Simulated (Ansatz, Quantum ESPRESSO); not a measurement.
# Complex bands of AlN, zinc blende type, lattice constant set to 4.312 Å, part 2 of 3

Aim: how fast states decay in the gap of AlN, zinc blende type, lattice constant set to 4.312 Å.

Quantum ESPRESSO 7.5; plane-wave DFT, LDA, GBRV ultrasoft pseudopotentials; cross-check by Ansatz 0.2.0 with PAW datasets.

So far. Step 2 (SCF with pw.x): The run needed 15 iterations to bring the estimated error under 1e-09 Ry.

The structure was built from a prototype and need not be the compound's stable phase.

## Step 3: Complex bands with pwcond.x

Level of this step: complex band structure by pwcond; plane-wave DFT, LDA, GBRV ultrasoft pseudopotentials (Quantum ESPRESSO).

ikind = 0 solves one period of the crystal for all kz, real and complex, at each energy and k across. ewind and epsproj trim the two-dimensional plane-wave basis; nz1 sets the subslabs.

The input, cbs.in:

```
&inputcond
  outdir = './out'
  prefixl = 'scf'
  band_file = 'cbs'
  ikind = 0
  ewind = 4.0
  epsproj = 1e-05
  nz1 = 7
  energy0 = 4.48
  denergy = -0.16
/
4
  0.00000000 0.00000000 1.00000000
  0.50000000 0.00000000 1.00000000
  0.50000000 0.50000000 1.00000000
  0.25000000 0.00000000 1.00000000
41
```

Command:

```
$ OMP_NUM_THREADS=1 mpirun -n 2 pwcond.x -in cbs.in > cbs.out
```

Output:

```text
[banner, memory and clock lines left out]
Program PWCOND v.7.5 starts

          URL

     ./out/scf.save/

     IMPORTANT: XC functional enforced from input :
     Exchange-correlation= PZ
                           (   1   1   0   0   0   0   0)
     Any further DFT definition will be discarded
     Please, verify this is what you really want

     Reading collected, re-writing distributed wavefunctions

===== INPUT FILE containing the left lead =====

     GEOMETRY:

     lattice parameter (alat)  =       5.7619  a.u.
     the volume                =     270.5222 (a.u.)^3
     the cross section         =      33.1990 (a.u.)^2
     l of the unit cell        =       1.4142 (alat)
     number of atoms/cell      =            4
     number of atomic types    =            2

     crystal axes: (cart. coord. in units of alat)
               a(1) = (  1.0000  0.0000  0.0000 )
               a(2) = (  0.0000  1.0000  0.0000 )
               a(3) = (  0.0000  0.0000  1.4142 )

   Cartesian axes

     site n.     atom                  positions (alat units)
          1        Al     tau(  1)=(  0.0000  0.0000  1.4142  )
          2        N      tau(  2)=(  0.5000  0.0000  0.3536  )
          3        Al     tau(  3)=(  0.5000  0.5000  0.7071  )
          4        N      tau(  4)=(  0.0000  0.5000  1.0607  )

     nr1s                      =           24
     nr2s                      =           24
     nr3s                      =           36
     nr1sx                     =           24
     nr2sx                     =           24
     nr3sx                     =           36
     nr1                       =           25
     nr2                       =           25
     nr3                       =           40
     nr1x                      =           25
     nr2x                      =           25
     nr3x                      =           40

 _______________________________
  Radii of nonlocal spheres:

     type       ibeta     ang. mom.          radius (alat units)
       Al         1         0                    0.3330
       Al         2         1                    0.3330
       Al         3         2                    0.3330
       N          1         0                    0.2097
       N          2         0                    0.2097
       N          3         1                    0.2097
       N          4         1                    0.2097
----- General information -----

----- Complex band structure calculation -----

     nrx                       =           24
     nry                       =           24
     nz1                       =            7

     energy0               =         4.5E+00
     denergy               =        -1.6E-01
     nenergy               =         41
     ecut2d                =         4.0E+01
     ewind                 =         4.0E+00
     epsproj               =         1.0E-05

     number of k_|| points=    4
                       cryst. coord.
        k(    1) = (   0.0000000   0.0000000), wk =   0.2500000
        k(    2) = (   0.5000000   0.0000000), wk =   0.2500000
        k(    3) = (   0.5000000   0.5000000), wk =   0.2500000
        k(    4) = (   0.2500000   0.0000000), wk =   0.2500000
----- Information about left lead -----

     nocros                   =            9
     noins                    =           25
     norb                     =           43
     norbf                    =           43
     nrz                      =           36

      iorb      type   ibeta   ang. mom.   m       position (alat)
        1        1       1        0        1   taunew(   1)=(  0.0000  0.0000  0.0000)
        2        1       2        1        1   taunew(   2)=(  0.0000  0.0000  0.0000)
        3        1       2        1        2   taunew(   3)=(  0.0000  0.0000  0.0000)
        4        1       2        1        3   taunew(   4)=(  0.0000  0.0000  0.0000)
        5        1       3        2        1   taunew(   5)=(  0.0000  0.0000  0.0000)
        6        1       3        2        2   taunew(   6)=(  0.0000  0.0000  0.0000)
        7        1       3        2        3   taunew(   7)=(  0.0000  0.0000  0.0000)
        8        1       3        2        4   taunew(   8)=(  0.0000  0.0000  0.0000)
        9        1       3        2        5   taunew(   9)=(  0.0000  0.0000  0.0000)
       10        2       1        0        1   taunew(  10)=(  0.5000  0.0000  0.3536)
       11        2       2        0        1   taunew(  11)=(  0.5000  0.0000  0.3536)
       12        2       3        1        1   taunew(  12)=(  0.5000  0.0000  0.3536)
       13        2       3        1        2   taunew(  13)=(  0.5000  0.0000  0.3536)
       14        2       3        1        3   taunew(  14)=(  0.5000  0.0000  0.3536)
       15        2       4        1        1   taunew(  15)=(  0.5000  0.0000  0.3536)
       16        2       4        1        2   taunew(  16)=(  0.5000  0.0000  0.3536)
       17        2       4        1        3   taunew(  17)=(  0.5000  0.0000  0.3536)
       18        1       1        0        1   taunew(  18)=(  0.5000  0.5000  0.7071)
       19        1       2        1        1   taunew(  19)=(  0.5000  0.5000  0.7071)
       20        1       2        1        2   taunew(  20)=(  0.5000  0.5000  0.7071)
       21        1       2        1        3   taunew(  21)=(  0.5000  0.5000  0.7071)
       22        1       3        2        1   taunew(  22)=(  0.5000  0.5000  0.7071)
       23        1       3        2        2   taunew(  23)=(  0.5000  0.5000  0.7071)
       24        1       3        2        3   taunew(  24)=(  0.5000  0.5000  0.7071)
       25        1       3        2        4   taunew(  25)=(  0.5000  0.5000  0.7071)
       26        1       3        2        5   taunew(  26)=(  0.5000  0.5000  0.7071)
       27        2       1        0        1   taunew(  27)=(  0.0000  0.5000  1.0607)
       28        2       2        0        1   taunew(  28)=(  0.0000  0.5000  1.0607)
       29        2       3        1        1   taunew(  29)=(  0.0000  0.5000  1.0607)
       30        2       3        1        2   taunew(  30)=(  0.0000  0.5000  1.0607)
       31        2       3        1        3   taunew(  31)=(  0.0000  0.5000  1.0607)
       32        2       4        1        1   taunew(  32)=(  0.0000  0.5000  1.0607)
       33        2       4        1        2   taunew(  33)=(  0.0000  0.5000  1.0607)
       34        2       4        1        3   taunew(  34)=(  0.0000  0.5000  1.0607)
       35        1       1        0        1   taunew(  35)=(  0.0000  0.0000  1.4142)
       36        1       2        1        1   taunew(  36)=(  0.0000  0.0000  1.4142)
       37        1       2        1        2   taunew(  37)=(  0.0000  0.0000  1.4142)
       38        1       2        1        3   taunew(  38)=(  0.0000  0.0000  1.4142)
       39        1       3        2        1   taunew(  39)=(  0.0000  0.0000  1.4142)
       40        1       3        2        2   taunew(  40)=(  0.0000  0.0000  1.4142)
       41        1       3        2        3   taunew(  41)=(  0.0000  0.0000  1.4142)
       42        1       3        2        4   taunew(  42)=(  0.0000  0.0000  1.4142)
       43        1       3        2        5   taunew(  43)=(  0.0000  0.0000  1.4142)
    k slab    z(k)  z(k+1)     crossing(iorb=1,norb)
    1   0.0000 0.0393 0.0393   1111111110000000000000000000000000000000000
    2   0.0393 0.0786 0.0393   1111111110000000000000000000000000000000000
    3   0.0786 0.1179 0.0393   1111111110000000000000000000000000000000000
    4   0.1179 0.1571 0.0393   1111111111111111100000000000000000000000000
    5   0.1571 0.1964 0.0393   1111111111111111100000000000000000000000000
    6   0.1964 0.2357 0.0393   1111111111111111100000000000000000000000000
    7   0.2357 0.2750 0.0393   1111111111111111100000000000000000000000000
    8   0.2750 0.3143 0.0393   1111111111111111100000000000000000000000000
    9   0.3143 0.3536 0.0393   1111111111111111100000000000000000000000000
   10   0.3536 0.3928 0.0393   0000000001111111111111111100000000000000000
   11   0.3928 0.4321 0.0393   0000000001111111111111111100000000000000000
   12   0.4321 0.4714 0.0393   0000000001111111111111111100000000000000000
   13   0.4714 0.5107 0.0393   0000000001111111111111111100000000000000000
   14   0.5107 0.5500 0.0393   0000000001111111111111111100000000000000000
   15   0.5500 0.5893 0.0393   0000000001111111111111111100000000000000000
   16   0.5893 0.6285 0.0393   0000000000000000011111111100000000000000000
   17   0.6285 0.6678 0.0393   0000000000000000011111111100000000000000000
   18   0.6678 0.7071 0.0393   0000000000000000011111111100000000000000000
   19   0.7071 0.7464 0.0393   0000000000000000011111111100000000000000000
   20   0.7464 0.7857 0.0393   0000000000000000011111111100000000000000000
   21   0.7857 0.8250 0.0393   0000000000000000011111111100000000000000000
   22   0.8250 0.8642 0.0393   0000000000000000011111111111111111000000000
   23   0.8642 0.9035 0.0393   0000000000000000011111111111111111000000000
   24   0.9035 0.9428 0.0393   0000000000000000011111111111111111000000000
   25   0.9428 0.9821 0.0393   0000000000000000011111111111111111000000000
   26   0.9821 1.0214 0.0393   0000000000000000011111111111111111000000000
   27   1.0214 1.0607 0.0393   0000000000000000011111111111111111000000000
   28   1.0607 1.0999 0.0393   0000000000000000000000000011111111111111111
   29   1.0999 1.1392 0.0393   0000000000000000000000000011111111111111111
   30   1.1392 1.1785 0.0393   0000000000000000000000000011111111111111111
   31   1.1785 1.2178 0.0393   0000000000000000000000000011111111111111111
   32   1.2178 1.2571 0.0393   0000000000000000000000000011111111111111111
   33   1.2571 1.2964 0.0393   0000000000000000000000000011111111111111111
   34   1.2964 1.3356 0.0393   0000000000000000000000000000000000111111111
   35   1.3356 1.3749 0.0393   0000000000000000000000000000000000111111111
   36   1.3749 1.4142 0.0393   0000000000000000000000000000000000111111111
 ngper, shell number =          101          17
 ngper, n2d =          101          82
---  E-Ef =    4.4800000  k =    0.0000000   0.0000000
---  ie =          1  ik =          1
 Nchannels of the left tip =            1
 Right moving states:
   k1(2pi/a)   k2(2pi/a)   E-Ef (eV)
   0.2942235   0.0000000   4.4800000
 Left moving states:
   k1(2pi/a)   k2(2pi/a)   E-Ef (eV)
  -0.2942235   0.0000000   4.4800000

---  E-Ef =    4.3200000  k =    0.0000000   0.0000000
---  ie =          2  ik =          1
 Nchannels of the left tip =            1
 Right moving states:
   k1(2pi/a)   k2(2pi/a)   E-Ef (eV)
   0.2730541   0.0000000   4.3200000
 Left moving states:
   k1(2pi/a)   k2(2pi/a)   E-Ef (eV)
  -0.2730542   0.0000000   4.3200000
[... further energies and points left out ...]
---  E-Ef =   -1.7600000  k =    0.2500000   0.0000000
---  ie =         40  ik =          4
 Nchannels of the left tip =            1
 Right moving states:
   k1(2pi/a)   k2(2pi/a)   E-Ef (eV)
   0.3498661  -0.0000000  -1.7600000
 Left moving states:
   k1(2pi/a)   k2(2pi/a)   E-Ef (eV)
  -0.3498662  -0.0000000  -1.7600000

---  E-Ef =   -1.9200000  k =    0.2500000   0.0000000
---  ie =         41  ik =          4
 Nchannels of the left tip =            1
 Right moving states:
   k1(2pi/a)   k2(2pi/a)   E-Ef (eV)
   0.3262803  -0.0000000  -1.9200000
 Left moving states:
   k1(2pi/a)   k2(2pi/a)   E-Ef (eV)
  -0.3262805   0.0000000  -1.9200000

Note: The following floating-point exceptions are signalling: IEEE_UNDERFLOW_FLAG
Note: The following floating-point exceptions are signalling: IEEE_UNDERFLOW_FLAG
```

Run time: 52 s. Hardware: 2 MPI ranks of Arm Neoverse V1, shared host; peak memory 0.1 GiB; 1.7 min of CPU time.

Read from the output:

```
peak of the smallest κ at the zone centre : 0.304 Å⁻¹
energy of the peak at the zone centre     : 2.08 eV
peak of the smallest κ at (1/2, 1/2)      : 0.363 Å⁻¹
```

K across = (0, 0) in the cell's reciprocal vectors; values within 0.0025 1/Å of each other count once, columns are sorted by size at each energy, a dash where no further value was kept. Table of Im kz of the slowest decaying states by energy, zero at the highest filled level of the SCF mesh:

```
energy (eV)  decay 1 (Å⁻¹)  decay 2 (Å⁻¹)  decay 3 (Å⁻¹)
     -1.440          0.757           1.62           2.29
     -0.960          0.718           1.58           2.26
     -0.480          0.677           1.54           2.23
      0.000          0.019          0.634           1.51
      0.480          0.194          0.392          0.588
      0.960          0.254          0.527          0.537
      1.440          0.287           0.48          0.614
      1.920          0.302          0.414          0.677
      2.560            0.3          0.737           1.28
      3.040          0.163          0.284          0.769
      3.520          0.252          0.794           1.18
      4.000          0.196          0.812           1.13
```

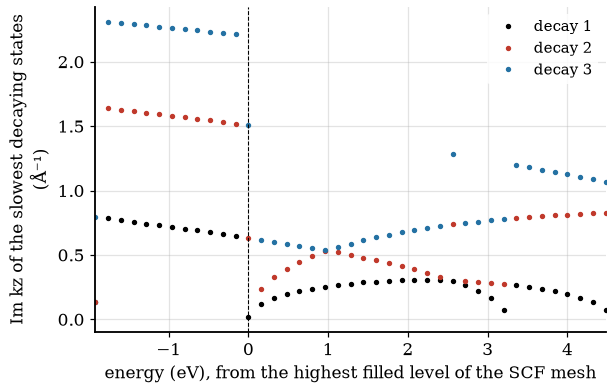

Im kz of the slowest decaying states against energy.

K across = (0, 0) in the cell's reciprocal vectors. The Re kz of states that move upwards by energy, zero at the highest filled level of the SCF mesh:

```
energy (eV)  channel 1 (Å⁻¹)  channel 2 (Å⁻¹)  channel 3 (Å⁻¹)
      -1.92           -0.525                -                -
      -1.44           -0.429            0.512            0.513
      -0.96           -0.689           -0.688           -0.330
      -0.48           -0.449           -0.448           -0.219
       0.00          -0.0357          -0.0170                -
       0.48                -                -                -
       0.96                -                -                -
       1.60                -                -                -
       2.08                -                -                -
       2.56                -                -                -
       3.04                -                -                -
       3.52            0.199                -                -
       4.00            0.331                -                -
       4.48            0.429                -                -
```

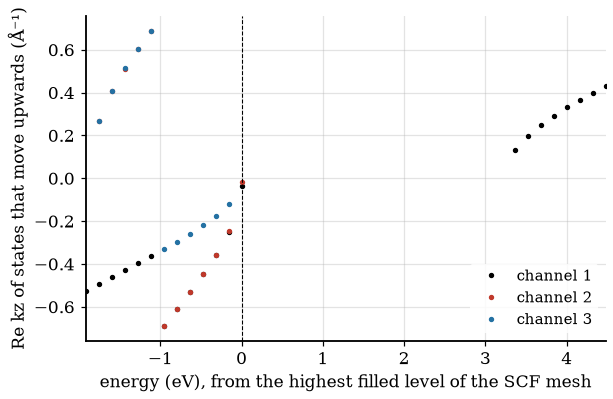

Re kz of states that move upwards against energy.

K across = (1/2, 0) in the cell's reciprocal vectors; values within 0.0025 1/Å of each other count once, columns are sorted by size at each energy, a dash where no further value was kept. The Im kz of the slowest decaying states by energy, zero at the highest filled level of the SCF mesh:

```
energy (eV)  decay 1 (Å⁻¹)  decay 2 (Å⁻¹)  decay 3 (Å⁻¹)
      -1.92           1.20           1.54           2.52
      -1.44           1.06           1.50           2.50
      -0.96          0.856           1.45           2.47
      -0.48          0.067          0.354           1.41
       0.00           0.25          0.846           1.36
       0.48          0.335           0.96           1.31
       0.96          0.394           1.01           1.26
       1.60           0.45           1.05           1.19
       2.08           0.48           1.06           1.13
       2.56          0.501           1.06           1.08
       3.04          0.515           1.02           1.05
       3.52          0.522          0.962           1.04
       4.00          0.522          0.901           1.03
       4.48          0.515          0.839           1.01
```

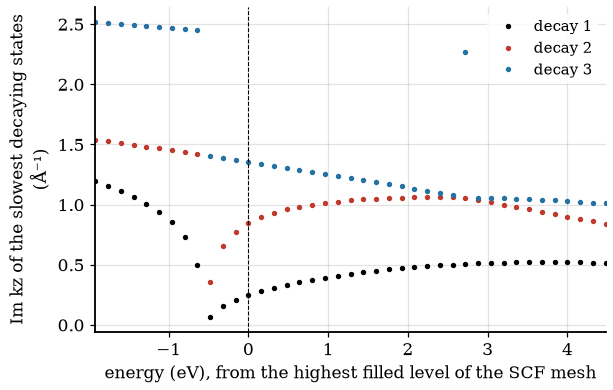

Im kz of the slowest decaying states against energy.

K across = (1/2, 1/2) in the cell's reciprocal vectors; values within 0.0025 1/Å of each other count once, columns are sorted by size at each energy, a dash where no further value was kept. Table of Im kz of the slowest decaying states by energy, zero at the highest filled level of the SCF mesh:

```
energy (eV)  decay 1 (Å⁻¹)  decay 2 (Å⁻¹)  decay 3 (Å⁻¹)
     -1.440          0.244          0.267           2.37
     -0.960          0.313          0.367              -
     -0.480          0.347          0.432           2.31
      0.000          0.362          0.477           2.28
      0.480          0.362           0.51           2.25
      0.960          0.351          0.534           2.21
      1.440           0.33          0.551           2.18
      1.920          0.296          0.561           2.15
      2.560          0.225          0.567           2.10
      3.040          0.125          0.566           2.07
      3.520          0.561           2.03           2.32
      4.000          0.552           2.00           2.30
```

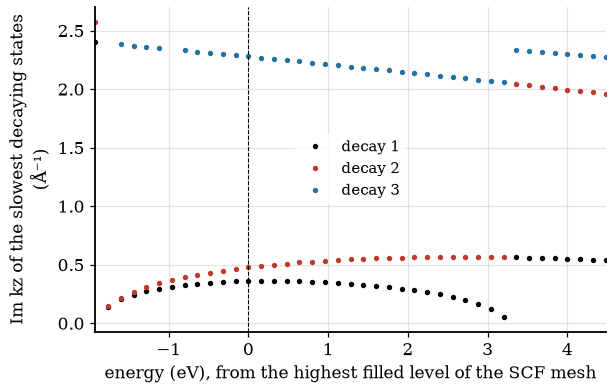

Im kz of the slowest decaying states against energy.

K across = (1/4, 0) in the cell's reciprocal vectors; values within 0.0025 1/Å of each other count once, columns are sorted by size at each energy, a dash where no further value was kept. The Im kz of the slowest decaying states by energy, zero at the highest filled level of the SCF mesh:

```
energy (eV)  decay 1 (Å⁻¹)  decay 2 (Å⁻¹)  decay 3 (Å⁻¹)
     -1.440          0.173           1.15           1.81
     -0.960          0.132           1.10           1.76
     -0.480           1.04           1.71           1.83
      0.000          0.165          0.206          0.983
      0.480          0.327          0.507          0.925
      0.960            0.4          0.669          0.866
      1.440          0.451          0.783          0.807
      1.920          0.487          0.746          0.877
      2.560          0.519          0.662              1
      3.040          0.532          0.595           1.15
      3.520          0.521          0.538           1.14
      4.000          0.436          0.536           1.13
```

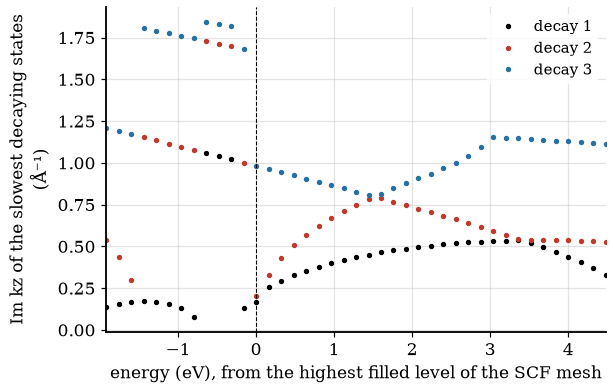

Im kz of the slowest decaying states against energy.

[end of part 2 of 3]

[Logs are printed without paths, hosts, clocks, repeated set-up lines and the standing remarks that a program may print on its own settings, such as how far it seeks lower states.]

[Hosts, paths, dates, database ids (printed as entryN), source tags and the programs' standing remarks are cut or masked in the printed files.]

[Maps of the electrostatic potential energy from Ansatz leave out the sawtooth potential of an applied field or a dipole correction, so their vacuum need not be flat; planar profiles and work functions include it.]
